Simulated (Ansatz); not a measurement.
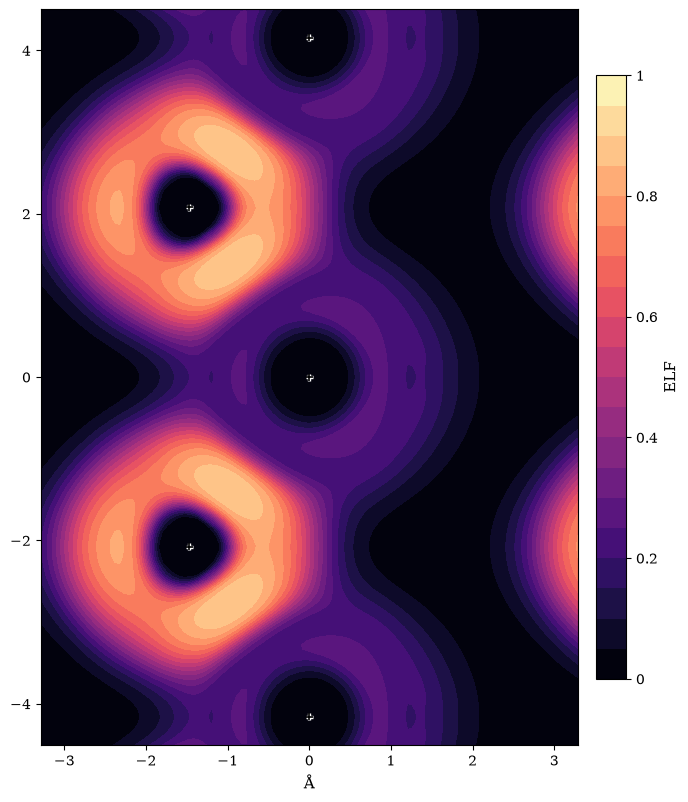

The electron localisation function on a plane through atoms (crosses mark nuclei in the plane).

Method: DFT PBEsol, scalar-relativistic, plane waves, PAW in Ansatz 0.2.0.

Candidates:
A. Al, a = 2.85 Å, b = 2.85 Å, c = 4.64 Å, α = 90.00°, β = 90.00°, γ = 120.00°. Space group P6₃/mmc; a structure from a database of computed crystals, not necessarily the ambient phase.
B. InP, a = 5.88 Å, b = 5.88 Å, c = 5.88 Å, α = 90.00°, β = 90.00°, γ = 90.00°. Space group F-43m.

**Which candidate gave the map?**

Candidate B: InP on the (101) plane of the conventional cell, which holds In and P. In–P (2.55 Å): the ELF peaks at about 0.90 in the valence shell of P, 0.9 Å from its nucleus, and is about 0.55 at the midpoint.
